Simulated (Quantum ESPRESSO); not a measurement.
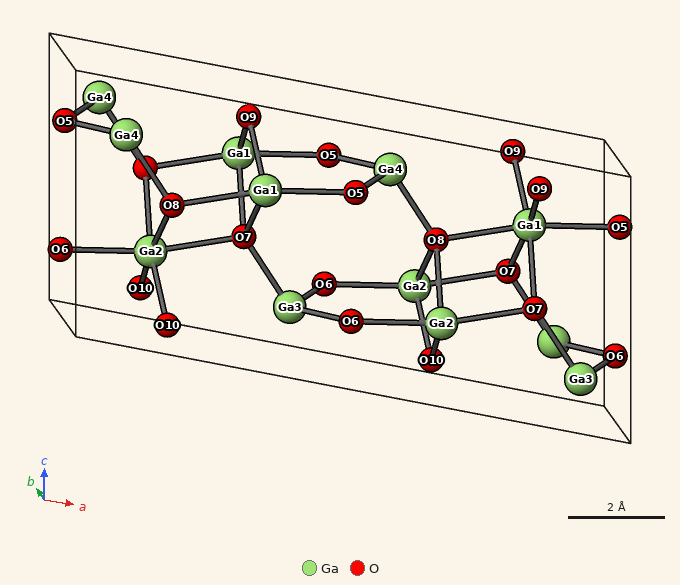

*The structure (ball-and-stick view of the cell 2 times as large as that of the calculation, set on its symmetry axes, seen slightly off an axis; atoms are numbered from 1 in the order of the input). An atom can appear more than once, as a periodic image.*

Near neighbours in the periodic cell (some may lie outside the picture): Ga has 6 O at 1.94 to 2.07 Å; Ga has 4 O at 1.83 to 1.86 Å; O has 3 Ga at 1.83 to 1.94 Å; O has 4 Ga at 1.86 to 2.07 Å.

**Relaxation of cell and atoms, with input and output: Ga2O3 (part 1 of 2)**

- system: Ga2O3 (C2/m, 10 atoms in the cell)
- method: Kohn-Sham DFT of a periodic cell, BLYP with D3(BJ), PseudoDojo 0.4.1 SR PBE standard (Quantum ESPRESSO 7.5)

The structure derives from an entry of the Crystallography Open Database. The run did not end well.

**Input file**
```
&CONTROL
  calculation = 'vc-relax'
  prefix = 'pwscf'
  outdir = './tmp'
  pseudo_dir = './pseudo'
  tprnfor = .true.
  tstress = .true.
  disk_io = 'low'
  nstep = 40
  forc_conv_thr = 0.0004
  etot_conv_thr = 1d-05
/
&SYSTEM
  ibrav = 0
  A = 6.29296775
  nat = 10
  ntyp = 2
  ecutwfc = 84
  nbnd = 57
  input_dft = 'blyp'
  occupations = 'smearing'
  smearing = 'fd'
  degauss = 0.00367493
  vdw_corr = 'grimme-d3'
  dftd3_version = 4
/
&ELECTRONS
  conv_thr = 2d-09
  electron_maxstep = 120
  mixing_beta = 0.5
/
&IONS
  ion_dynamics = 'bfgs'
/
&CELL
  cell_dynamics = 'bfgs'
  press = 0
  press_conv_thr = 0.3
/
ATOMIC_SPECIES
Ga    69.7230 Ga.upf
O     15.9990 O.upf
CELL_PARAMETERS alat
   0.9704483231   -0.2413090390    0.0000000000
   0.9704483231    0.2413090390    0.0000000000
  -0.2202440805    0.0000000000    0.8946508169
ATOMIC_POSITIONS alat
Ga     0.5114226268    0.0000000000    0.6137125673
Ga     1.2092299388    0.0000000000    0.2809382495
Ga     1.7200073655    0.0000000000    0.1837612778
Ga     0.0006452001    0.0000000000    0.7108895391
O      0.8146765498    0.0000000000    0.6650834173
O      0.9059760157    0.0000000000    0.2295673996
O      1.5083366430    0.0000000000    0.3907834768
O      0.2123159226    0.0000000000    0.5038673401
O      1.4255578673    0.0000000000    0.7964181572
O      0.2950946982    0.0000000000    0.0982326597
K_POINTS automatic
4 4 2 0 0 0
```

Run on 1 thread of AMD EPYC (Zen 3), 24 GiB of memory available, shared host.

Run as:
```bash
OMP_NUM_THREADS=1 pw.x -in pw.in > pw.out
```

**Log**
```
This program is part of the open-source Quantum ESPRESSO suite
     for quantum simulation of materials; please cite
         "P. Giannozzi et al., J. Phys.:Condens. Matter 21 395502 (2009);
         "P. Giannozzi et al., J. Phys.:Condens. Matter 29 465901 (2017);
         "P. Giannozzi et al., J. Chem. Phys. 152 154105 (2020);
          URL
     in publications or presentations arising from this work. More details at

     IMPORTANT: XC functional enforced from input :
     Exchange-correlation= BLYP
                           (   1   3   1   3   0   0   0)
     Any further DFT definition will be discarded
     Please, verify this is what you really want

     Message from routine setup:
     using ibrav=0 with symmetry is DISCOURAGED, use correct ibrav instead

     G-vector sticks info
     --------------------
     sticks:   dense  smooth     PW     G-vecs:    dense   smooth      PW
     Sum        1767    1767    533                73341    73341   12037

     Using Slab Decomposition

     bravais-lattice index     =            0
     lattice parameter (alat)  =      11.8920  a.u.
     unit-cell volume          =     704.6812 (a.u.)^3
     number of atoms/cell      =           10
     number of atomic types    =            2
     number of electrons       =        88.00
     number of Kohn-Sham states=           57
     kinetic-energy cutoff     =      84.0000  Ry
     charge density cutoff     =     336.0000  Ry
     scf convergence threshold =      2.0E-09
     mixing beta               =       0.5000
     number of iterations used =            8  plain     mixing
     energy convergence thresh.=      1.0E-05
     force convergence thresh. =      4.0E-04
     press convergence thresh. =      3.0E-01
     Exchange-correlation= BLYP
                           (   1   3   1   3   0   0   0)
     nstep                     =           40

     celldm(1)=  11.891986  celldm(2)=   0.000000  celldm(3)=   0.000000
     celldm(4)=   0.000000  celldm(5)=   0.000000  celldm(6)=   0.000000

     crystal axes: (cart. coord. in units of alat)
               a(1) = (   0.970448  -0.241309   0.000000 )
               a(2) = (   0.970448   0.241309   0.000000 )
               a(3) = (  -0.220244   0.000000   0.894651 )

     reciprocal axes: (cart. coord. in units 2 pi/alat)
               b(1) = (  0.515226 -2.072032  0.126838 )
               b(2) = (  0.515226  2.072032  0.126838 )
               b(3) = ( -0.000000  0.000000  1.117755 )

     PseudoPot. # 1 for Ga read from file:
     Ga.upf
     Pseudo is Norm-conserving + core correction, Zval = 13.0
     Generated using ONCVPSP code by D. R. Hamann
     Using radial grid of 1902 points,  6 beta functions with:
                l(1) =   0
                l(2) =   0
                l(3) =   1
                l(4) =   1
                l(5) =   2
                l(6) =   2

     PseudoPot. # 2 for O  read from file:
     O.upf
     Pseudo is Norm-conserving + core correction, Zval =  6.0
     Generated using ONCVPSP code by D. R. Hamann
     Using radial grid of  936 points,  5 beta functions with:
                l(1) =   0
                l(2) =   0
                l(3) =   1
                l(4) =   1
                l(5) =   2

     atomic species   valence    mass     pseudopotential
     Ga               13.00    69.72300     Ga( 1.00)
     O                 6.00    15.99900     O ( 1.00)

      4 Sym. Ops., with inversion, found

   Cartesian axes

     site n.     atom                  positions (alat units)
         1        Ga     tau(   1) = (   0.5114226   0.0000000   0.6137126  )
         2        Ga     tau(   2) = (   1.2092299   0.0000000   0.2809382  )
         3        Ga     tau(   3) = (   1.7200074   0.0000000   0.1837613  )
         4        Ga     tau(   4) = (   0.0006452   0.0000000   0.7108895  )
         5        O      tau(   5) = (   0.8146765   0.0000000   0.6650834  )
         6        O      tau(   6) = (   0.9059760   0.0000000   0.2295674  )
         7        O      tau(   7) = (   1.5083366   0.0000000   0.3907835  )
         8        O      tau(   8) = (   0.2123159   0.0000000   0.5038673  )
         9        O      tau(   9) = (   1.4255579   0.0000000   0.7964182  )
        10        O      tau(  10) = (   0.2950947   0.0000000   0.0982327  )

     --------------------------------------------
     DFT-D3 Dispersion Correction (3-body terms):
     --------------------------------------------
       Reference C6 values for interpolation:

         atom   Coordination number   C6
         O          0.000            31.01
         O          0.993            25.63
         O          1.989            20.74
         Ga         0.000           967.50
         Ga         0.960           843.30
         Ga         1.931           515.75
         Ga         2.923           344.63

       Values used:

         atom   Coordination number  R0_AB[au]  C6      C8
         Ga         8.352            3.740    344.63  38742.74
         Ga         8.352            3.740    344.63  38742.74
         Ga         6.179            3.740    344.63  38742.74
         Ga         6.179            3.740    344.63  38742.74
         O          3.006            2.345     20.74    418.58
         O          3.006            2.345     20.74    418.58
         O          3.730            2.345     20.74    418.58
         O          3.730            2.345     20.74    418.58
         O          2.986            2.345     20.74    418.58
         O          2.986            2.345     20.74    418.58

         Molecular C6 ( Ry / a.u.^6 ) =      9968.91

     number of k points=    14  Fermi-Dirac smearing, width (Ry)=  0.0037
                       cart. coord. in units 2pi/alat
        k(    1) = (   0.0000000   0.0000000   0.0000000), wk =   0.0625000
        k(    2) = (   0.0000000   0.0000000  -0.5588773), wk =   0.0625000
        k(    3) = (   0.1288064   0.5180079   0.0317094), wk =   0.2500000
        k(    4) = (   0.1288064   0.5180079  -0.5271678), wk =   0.2500000
        k(    5) = (  -0.2576129  -1.0360159  -0.0634188), wk =   0.1250000
        k(    6) = (  -0.2576129  -1.0360159  -0.6222961), wk =   0.1250000
        k(    7) = (   0.2576129   0.0000000   0.0634188), wk =   0.1250000
        k(    8) = (   0.2576129   0.0000000  -0.4954584), wk =   0.1250000
        k(    9) = (  -0.1288064  -1.5540238  -0.0317094), wk =   0.2500000
        k(   10) = (  -0.1288064  -1.5540238  -0.5905867), wk =   0.2500000
        k(   11) = (   0.0000000  -1.0360159   0.0000000), wk =   0.1250000
        k(   12) = (   0.0000000  -1.0360159  -0.5588773), wk =   0.1250000
        k(   13) = (  -0.5152258   0.0000000  -0.1268377), wk =   0.0625000
        k(   14) = (  -0.5152258   0.0000000  -0.6857149), wk =   0.0625000

     Dense  grid:    73341 G-vectors     FFT dimensions: (  72,  72,  64)

     Initial potential from superposition of free atoms

     starting charge      87.9893, renormalised to      88.0000
     Starting wfcs are   60 randomized atomic wfcs

     Self-consistent Calculation

     iteration #  1     ecut=    84.00 Ry     beta= 0.50
     Davidson diagonalization with overlap
     ethr =  1.00E-02,  avg # of iterations =  3.5

     total energy              =    -808.92142748 Ry
     estimated scf accuracy    <       2.54514418 Ry

     iteration #  2     ecut=    84.00 Ry     beta= 0.50
     Davidson diagonalization with overlap
     ethr =  2.89E-03,  avg # of iterations =  2.0

     total energy              =    -809.68672702 Ry
     estimated scf accuracy    <       0.43875001 Ry

     iteration #  3     ecut=    84.00 Ry     beta= 0.50
     Davidson diagonalization with overlap
     ethr =  4.99E-04,  avg # of iterations =  2.2

     total energy              =    -809.75853758 Ry
     estimated scf accuracy    <       0.01853163 Ry

     iteration #  4     ecut=    84.00 Ry     beta= 0.50
     Davidson diagonalization with overlap
     ethr =  2.11E-05,  avg # of iterations =  8.4

     total energy              =    -809.76002734 Ry
     estimated scf accuracy    <       0.00613276 Ry

     iteration #  5     ecut=    84.00 Ry     beta= 0.50
     Davidson diagonalization with overlap
     ethr =  6.97E-06,  avg # of iterations =  2.4

     total energy              =    -809.76086055 Ry
     estimated scf accuracy    <       0.00056433 Ry

     iteration #  6     ecut=    84.00 Ry     beta= 0.50
     Davidson diagonalization with overlap
     ethr =  6.41E-07,  avg # of iterations =  4.0

     total energy              =    -809.76090519 Ry
     estimated scf accuracy    <       0.00004962 Ry

     iteration #  7     ecut=    84.00 Ry     beta= 0.50
     Davidson diagonalization with overlap
     ethr =  5.64E-08,  avg # of iterations =  2.0

     total energy              =    -809.76091806 Ry
     estimated scf accuracy    <       0.00000268 Ry

     iteration #  8     ecut=    84.00 Ry     beta= 0.50
     Davidson diagonalization with overlap
     ethr =  3.05E-09,  avg # of iterations =  2.8

     total energy              =    -809.76091847 Ry
     estimated scf accuracy    <       0.00000151 Ry

     iteration #  9     ecut=    84.00 Ry     beta= 0.50
     Davidson diagonalization with overlap
     ethr =  1.72E-09,  avg # of iterations =  1.4

     total energy              =    -809.76091845 Ry
     estimated scf accuracy    <       0.00000039 Ry

     iteration # 10     ecut=    84.00 Ry     beta= 0.50
     Davidson diagonalization with overlap
     ethr =  4.45E-10,  avg # of iterations =  2.0

     total energy              =    -809.76091849 Ry
     estimated scf accuracy    <       0.00000003 Ry

[... 48 further cycles ...]
     iteration #  5     ecut=    84.00 Ry     beta= 0.50
     Davidson diagonalization with overlap
     ethr =  1.67E-11,  avg # of iterations =  2.0

     total energy              =    -809.76883514 Ry
     estimated scf accuracy    <          8.7E-10 Ry

     iteration #  6     ecut=    84.00 Ry     beta= 0.50
     Davidson diagonalization with overlap
     ethr =  9.86E-13,  avg # of iterations =  2.0

     total energy              =    -809.76883514 Ry
     estimated scf accuracy    <          4.5E-11 Ry

     iteration #  7     ecut=    84.00 Ry     beta= 0.50
     Davidson diagonalization with overlap
     ethr =  1.00E-13,  avg # of iterations =  2.0

     End of self-consistent calculation

          k = 0.0000 0.0000 0.0000 (  9163 PWs)   bands (ev):

    -9.7875  -8.7535  -8.7103  -8.5959  -8.1711  -8.1642  -4.3353  -4.2882
    -4.2842  -4.2312  -4.1515  -4.1457  -4.1324  -4.1306  -4.0696  -3.9730
    -3.9661  -3.9653  -3.9347  -3.9341  -3.9059  -3.8890  -3.8632  -3.7442
    -3.5991  -3.5396   1.9695   3.0128   4.0936   4.8549   5.4674   6.2180
     6.3619   6.6642   6.8837   6.9248   7.1833   7.2657   7.8348   8.1078
     8.1652   8.3294   8.5218   8.7689  10.9084  14.2206  15.0781  15.3569
    16.5244  17.4015  17.8571  18.1240  19.9774  20.7921  21.1411  21.4413
    21.7015

          k = 0.0005-0.0000-0.5514 (  9192 PWs)   bands (ev):

    -9.5216  -9.1321  -8.7334  -8.4607  -8.2678  -8.1319  -4.2922  -4.2912
    -4.2871  -4.2720  -4.2095  -4.2057  -4.1135  -4.0826  -4.0770  -4.0129
    -4.0113  -3.9750  -3.9450  -3.9358  -3.9309  -3.8859  -3.8211  -3.7530
    -3.6711  -3.2858   2.7960   3.0502   3.9617   4.6826   5.6485   6.1851
     6.3596   6.5871   6.8436   6.8522   6.9846   7.2566   7.2975   7.4561
     8.1817   8.1906   8.2754   8.5090  13.2379  13.4009  15.1290  15.6283
    16.4584  16.6172  18.4946  18.5918  20.2104  20.3435  21.0579  21.8241
    21.9477

          k = 0.1272 0.5107 0.0312 (  9173 PWs)   bands (ev):

    -9.3766  -8.6673  -8.6088  -8.4130  -8.1896  -8.1800  -4.2689  -4.2450
    -4.2029  -4.1962  -4.1807  -4.1395  -4.0898  -4.0679  -4.0620  -4.0371
    -4.0342  -3.9708  -3.9632  -3.9303  -3.9089  -3.7806  -3.6291  -3.5292
    -3.4841  -3.3068   2.2050   2.9302   3.1671   4.2311   5.2412   5.4649
     5.6329   5.8058   6.2991   6.6427   6.6901   6.9662   7.4299   7.6703
     7.7839   8.0979   8.3067   8.7448  13.2212  14.8429  15.2275  16.3973
    17.2444  17.9301  18.3268  18.8596  18.9376  19.4326  20.1889  20.7455
    21.4561

          k = 0.1277 0.5107-0.5202 (  9173 PWs)   bands (ev):

    -9.1738  -8.8723  -8.6064  -8.3543  -8.2982  -8.1659  -4.2518  -4.2406
    -4.2104  -4.2015  -4.1318  -4.1220  -4.0948  -4.0864  -4.0625  -4.0391
    -4.0255  -3.9860  -3.9324  -3.9181  -3.8976  -3.8844  -3.7614  -3.5544
    -3.4605  -3.2506   2.8563   3.0476   4.1710   4.3459   4.5905   4.9294
     5.3166   5.3896   6.2501   6.4345   6.5858   7.0283   7.4393   7.5140
     7.7921   8.0467   8.2764   8.5182  14.2477  14.5552  16.0479  16.3562
    17.8518  17.9677  18.6239  19.1193  19.2862  19.5312  19.7391  20.5428
    21.4156

          k =-0.2544-1.0215-0.0624 (  9164 PWs)   bands (ev):

    -8.7662  -8.5909  -8.4987  -8.4184  -8.1874  -8.1809  -4.2128  -4.2102
    -4.1842  -4.1752  -4.1495  -4.1129  -4.0877  -4.0679  -4.0390  -4.0246
    -3.9505  -3.9140  -3.9068  -3.8933  -3.8721  -3.8606  -3.5383  -3.4026
    -3.1293  -3.1067   2.1611   2.4247   2.7623   3.2687   4.0703   4.8492
     5.3370   5.5872   5.8007   5.8281   6.7398   6.9747   7.3811   7.5359
     8.0344   8.0983   8.3439   8.6794  14.1814  15.0046  15.6574  15.7964
    16.7318  17.3800  18.4768  19.0694  19.8201  20.0465  20.6904  21.0336
    21.4988

          k =-0.2540-1.0215-0.6138 (  9148 PWs)   bands (ev):

    -8.6634  -8.6300  -8.4513  -8.4482  -8.2331  -8.2158  -4.2039  -4.1935
    -4.1718  -4.1666  -4.1172  -4.1172  -4.0856  -4.0494  -4.0429  -4.0094
    -3.9389  -3.9383  -3.8837  -3.8813  -3.8545  -3.8472  -3.4923  -3.4778
    -3.2909  -3.2822   2.5761   2.7892   3.1057   3.1575   4.3289   4.4446
     5.1435   5.3199   6.0605   6.2261   6.4480   6.4966   7.5436   7.6068
     7.7722   7.8121   8.1020   8.1834  15.2718  15.3176  16.2982  16.4217
    17.1271  17.6328  17.9472  18.3208  19.9242  20.3519  20.7111  20.8209
    21.0431

          k = 0.2544-0.0000 0.0624 (  9132 PWs)   bands (ev):

    -9.6824  -9.0027  -8.7423  -8.4332  -8.1769  -8.1643  -4.3376  -4.2920
    -4.2841  -4.2351  -4.1563  -4.1501  -4.1329  -4.1276  -4.0813  -4.0271
    -3.9735  -3.9657  -3.9549  -3.9380  -3.9305  -3.8870  -3.8543  -3.7689
    -3.7122  -3.1978   1.9792   2.9059   4.0146   5.1999   5.6795   5.9186
     6.1160   6.7485   6.7586   6.9621   7.3239   7.5297   7.7105   8.0661
     8.1079   8.1543   8.2464   8.7118  11.7695  14.0334  14.8546  15.1114
    16.6104  17.1153  17.7510  18.3477  19.8514  20.8464  20.8963  21.5687
    21.8704

          k = 0.2549-0.0000-0.4890 (  9188 PWs)   bands (ev):

    -9.4709  -9.0674  -8.8381  -8.4923  -8.2980  -8.1025  -4.3013  -4.2945
    -4.2905  -4.2825  -4.2207  -4.2097  -4.1098  -4.1092  -4.0811  -4.0290
    -4.0129  -4.0109  -3.9769  -3.9398  -3.9301  -3.8850  -3.8805  -3.7737
    -3.4720  -3.1969   2.9122   3.3321   3.9555   4.3126   5.6922   5.9291
     6.1559   6.2792   6.5280   6.9077   6.9481   7.4664   7.6185   7.9094
     8.1416   8.1424   8.2379   8.7028  13.3143  13.7374  14.7199  15.3969
    16.1691  16.5279  18.4411  18.7040  20.2763  20.5167  21.2600  21.6233
    21.7963

          k =-0.1272-1.5322-0.0312 (  9148 PWs)   bands (ev):
```
